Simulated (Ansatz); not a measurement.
Run report: Al$_{3}$Cu, single-point calculation

- system: Al$_{3}$Cu (P4/mmm, 4 atoms in the cell)
- method: DFT r2SCAN, scalar-relativistic, plane waves, PAW, no spin polarisation (Ansatz 0.2.0)

The structure derives from a Materials Project entry. Figures and captions count atoms from 1; the log counts them from 0 in places.

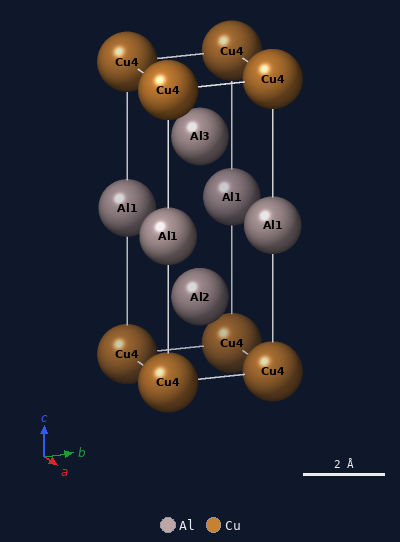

*The input geometry (spheres-only view of the cell of the calculation, seen slightly off an axis; atoms are numbered from 1 in the order of the input).*

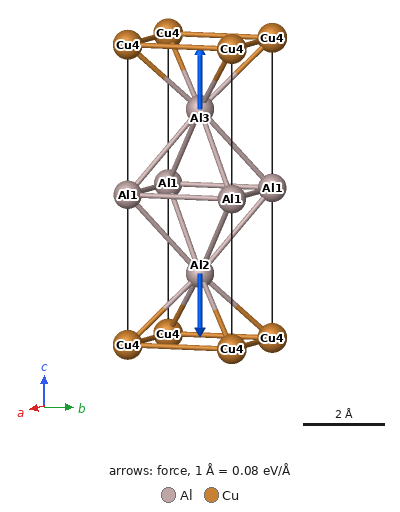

*Forces on the atoms as blue arrows (ball-and-stick view of the cell of the calculation, seen slightly off an axis; atoms are numbered from 1 in the order of the input).*

The largest act on Al2, Al3 (0.13 eV/Å). The geometry is not a stationary point of this energy.

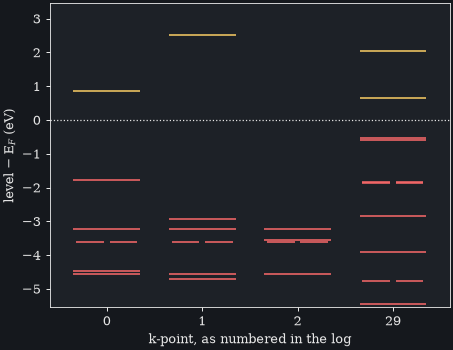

*Kohn–Sham levels near the Fermi level (dotted) at the few k-points that the log prints; levels within 0.02 eV of each other stand side by side.*

The system is metallic on the full mesh.

These pictures come from the run below.

Input
```yaml
crystal:
  lattice:
    - [2.7784054294, 0.0, 0.0]
    - [0.0, 2.7784054294, 0.0]
    - [0.0, 0.0, 7.51340341]
  atoms:
    - { symbol: Al, position: [0.0, 0.0, 0.5] }
    - { symbol: Al, position: [0.5, 0.5, 0.22611551] }
    - { symbol: Al, position: [0.5, 0.5, 0.77388449] }
    - { symbol: Cu, position: [0.0, 0.0, 0.0] }
basis:
  ecutwfc: 500
kpoints:
  mp_grid: { grid: [6, 6, 4] }
hamiltonian:
  xc: r2scan
scf:
  occupations: { method: gaussian, width: 0.1 }
output:
  forces: true
  stress: true
  eigenvalues: true
```

Run as:
```bash
ansatz run input.yaml --threads 1 --pin off --max-ram 2560MiB --backend cpu --events-out ev --progress --plain --runs-dir out
```

Output
```
Engine: ansatz 0.2.0, x86_64-unknown-linux-gnu
Pseudopotentials: kind: paw
Pseudopotential: Al, paw, valence charge 3, recommended cutoff 500 eV (meta_gga), Al.paw.azcp
Pseudopotential: Cu, paw, valence charge 19, recommended cutoff 500 eV (meta_gga), Cu.paw.azcp
Functional definition: r2SCAN
  parameter k0 = 0.174
  parameter k1 = 0.065
  parameter a1 = 4.9479
  exchange = r2scan_x(k0 = k0, k1 = k1, a1 = a1)
  correlation = r2scan_c
Crystal: 4 atoms, lattice volume = 58.000 Å³
Basis set: ecut = 500 eV, 1459 PW (Γ), exchange–correlation on 96×96×240 points (64 copies of the dense FFT grid, shifted against one another)
Bands: 18, of which v1, the nominal top of the filled ones, is band 14 counted from 1 (13 counted from 0)
Symmetry: 16 space group operations
Space group: P4/mmm (ITA 123), of the structure as read, at distance tolerance 3.9e-5 Å
k-points: 30 of 144
Non-local potential: Al, projectors of the file, l = 0: 2, l = 1: 2, l = 2: 1
Non-local potential: Cu, projectors of the file, l = 0: 3, l = 1: 2, l = 2: 3, l = 3: 1
PAW form: soft (Blöchl's): semilocal exchange-correlation on the pseudo side does not see the compensation charge
PAW frozen core: Al, regenerated for the run's functional (the file was generated under x = pbe(κ = 0.804, μ = 0.2195149727645171), c = pbe(β = 0.06672455060314922))
PAW frozen core: Cu, regenerated for the run's functional (the file was generated under x = pbe(κ = 0.804, μ = 0.2195149727645171), c = pbe(β = 0.06672455060314922))
PAW one-centre angular grid: Al, 302 points (default); XC on 160 Gauss nodes
PAW one-centre angular grid: Cu, 590 points (default); XC on 160 Gauss nodes
Initial density: superposition of atomic densities (neutral atoms: chi_scale 0, normalization atom), corrected by the library's trained network
Initial wavefunctions: pseudopotential atomic-orbital guess
Functional: x = r2scan, c = r2scan; τ floored in thin density (d = 2e-4 eV/Å³)
SCF iter   1: F=—  HF=-8252.892852 eV  |F-HF|=—  |Δ(HF+E_count)|=         —  Δρ=2.18e-2  dr2=2.58e-1  dr2_τ=1.60e-2  ethr=1.77e-3  ⟨swp⟩=6.0  Hψ=2894  notcnv=0
preconditioner: auto → Kerker (q_TF=auto, 2.416 Å⁻¹)  [metal: Δε(μ)=0.081 eV  Ē_g=7.944 eV  σ=0.100 eV  W_gap=0.43  n_scr=16 (ndim 8)  ℏωp=21.8 eV  f_vac=0.000  D(μ)=1.75/eV (n_scr^D=8)]
SCF iter   2: F=—  HF=-8252.917263 eV  |F-HF|=—  |Δ(HF+E_count)|=   2.44e-2  Δρ=1.79e-2  dr2=9.93e-2  dr2_τ=1.04e-3  ethr=9.20e-4  ⟨swp⟩=2.1  Hψ=1132  notcnv=0  defer=11
preconditioner: auto → none  [insulator: Δε(μ)=0.193 eV  Ē_g=7.707 eV  σ=0.100 eV  W_gap=0.55  n_scr=16 (ndim 8)  ℏωp=21.8 eV  f_vac=0.000  D(μ)=1.90/eV (n_scr^D=16)  ε∞_Penn≈9.0]
SCF iter   3: F=—  HF=-8252.888304 eV  |F-HF|=—  |Δ(HF+E_count)|=   2.90e-2  Δρ=2.80e-3  dr2=1.91e-2  dr2_τ=7.99e-5  ethr=3.55e-4  ⟨swp⟩=2.0  Hψ=868  notcnv=0  defer=11
SCF iter   4: F=—  HF=-8252.885882 eV  |F-HF|=—  |Δ(HF+E_count)|=   2.42e-3  Δρ=2.56e-3  dr2=6.20e-3  dr2_τ=3.53e-5  ethr=6.81e-5  ⟨swp⟩=1.7  Hψ=684  notcnv=0  defer=11
SCF iter   5: F=—  HF=-8252.885077 eV  |F-HF|=—  |Δ(HF+E_count)|=   8.05e-4  Δρ=6.64e-4  dr2=3.80e-4  dr2_τ=4.62e-6  ethr=2.21e-5  ⟨swp⟩=1.1  Hψ=707  notcnv=0  defer=11
SCF iter   6: F=—  HF=-8252.885087 eV  |F-HF|=—  |Δ(HF+E_count)|=   1.09e-5  Δρ=3.30e-4  dr2=9.01e-5  dr2_τ=8.94e-7  ethr=1.36e-6  ⟨swp⟩=2.3  Hψ=775  notcnv=0  defer=11
SCF iter   7: F=—  HF=-8252.885077 eV  |F-HF|=—  |Δ(HF+E_count)|=   1.08e-5  Δρ=7.77e-5  dr2=5.22e-6  dr2_τ=3.89e-8  ethr=3.22e-7  ⟨swp⟩=2.1  Hψ=785  notcnv=0  defer=11
SCF iter   8: F=—  HF=-8252.885076 eV  |F-HF|=—  |Δ(HF+E_count)|=   4.59e-7  Δρ=2.17e-5  dr2=3.93e-7  dr2_τ=9.67e-10  ethr=1.86e-8  ⟨swp⟩=2.0  Hψ=781  notcnv=0  defer=11
SCF iter   9: F=-8252.885076 eV  HF=-8252.885076 eV  |F-HF|=2.36e-9  |Δ(HF+E_count)|=   2.45e-8  Δρ=3.56e-6  dr2=4.45e-9  dr2_τ=1.37e-11  ethr=3.57e-10  ⟨swp⟩=5.8  Hψ=2222  notcnv=0
SCF 1 converged in 9 iterations: F = -8252.885076 eV  dr2 = 4.45e-9
  greatest PAW one-centre occupation: 1.000 electrons in one spin orbital (limit 2), on the Cu atom at site 3 (counted from 0), in its partial waves of l = 0
SCF converged after 9 iterations
Free energy (F): -8252.885076 eV
Harris-Foulkes:  -8252.885076 eV  (|F-HF|=2.36e-9)
Internal energy: -8252.875715 eV  (E = F + TS)
E sigma→0 (E₀):  -8252.880395 eV
Entropy (-TS):   -0.009361 eV (-2.340 meV/atom)
Fermi energy:    10.310303 eV
--- Per-component energies (eV) ---
  E_band       = -473.614435
  E_kinetic    = 371.091737
  E_local      = -7472.162638  (includes V_loc(G=0)·N_el)
  E_nonlocal   = 420.704794
  E_hartree    = 3455.332073
  E_xc         = -195.594452
  E_vxc        = -220.982709  (∫ρ·V_xc dr)
  E_paw        = -3094.614063  (= ΣΔE_a)
  E_vpaw       = -496.023349  (= ΣTr[D̂ρ^β])
  E_aug_tail   = 0.000145  (compensation charges beyond the density's cutoff)
  E_vtau       = 13.100770  (kinetic-family band-sum trace: ∫τ·v_τ [+ j·A + Jᵃ·Aᵃ] dr)
  E_ewald      = -1737.151879
  E_core_change = -0.481432  (= ΣΔE_core)
  E_smearing   = -0.009361  (= −TS)
  E_closure    = -0.000000  (closes the sum)
  Σ components = -8252.885076   (vs F -8252.885076, Δ=0.00e0)
--- Forces (eV/Å), atoms counted from 1 ---
  atom   1  Al    -0.00000000     0.00000000     0.00000000
  atom   2  Al    -0.00000000     0.00000000    -0.12853664
  atom   3  Al     0.00000000     0.00000000     0.12853664
  atom   4  Cu     0.00000000     0.00000000     0.00000000
  max |Σ_I F_I| component: 6.16e-33 eV/Å
--- Stress (GPa, compression-positive) ---
        0.088376       0.000000       0.000000
        0.000000       0.088376       0.000000
        0.000000       0.000000       1.632575
  P = ⅓ Tr σ = 0.6031 GPa (6.031 kbar)
--- Band table (eV; the first three rows and the last of 30) ---
  k-point 0: bands = ["-107.1257", "-62.9753", "-62.9030", "-62.9030", "-1.5696", "1.0262", "1.4032", "5.7522", "5.8344", "6.6945", "6.6945", "7.0838", "8.5442", "11.1715", "16.9152", "17.4224", "17.4224", "18.6685"]
  k-point 1: bands = ["-107.1257", "-62.9753", "-62.9030", "-62.9030", "-1.3979", "0.0136", "2.7071", "5.6044", "5.7522", "6.6944", "6.6944", "7.0838", "7.3925", "12.8329", "16.9119", "17.5863", "17.5863", "18.6138"]
  k-point 2: bands = ["-107.1257", "-62.9753", "-62.9030", "-62.9030", "-0.9916", "-0.7298", "4.1514", "4.6055", "5.7523", "6.6944", "6.6944", "6.7456", "7.0838", "14.9953", "16.5542", "16.9084", "17.9658", "17.9658"]
  k-point 29: bands = ["-107.1230", "-62.9716", "-62.9226", "-62.9226", "4.8540", "5.5557", "5.5557", "6.4069", "7.4584", "8.4385", "8.4385", "8.4770", "8.4770", "9.7159", "9.7743", "10.9731", "12.3625", "13.8125"]
```

Summary

```json
{"quantity": "outcome", "value": "converged"}
{"quantity": "space group (tolerance 0.01 Å)", "value": "P4/mmm (123)"}
{"quantity": "electrons treated", "value": "28"}
{"quantity": "free energy", "value": "−8252.8851 eV"}
{"quantity": "Fermi energy", "value": "10.310 eV"}
{"quantity": "gap on the k-point mesh", "value": "none (metallic)"}
{"quantity": "pressure", "value": "0.60 GPa"}
{"quantity": "largest force (length of the vector)", "value": "0.129 eV/Å"}
{"quantity": "hardware", "value": "1 thread of Oxide Virtual Turin-like (Zen 5), 32 GiB of memory available, shared host"}
{"quantity": "wall time", "value": "4.6 s"}
{"quantity": "peak memory", "value": "0.53 GiB"}
```
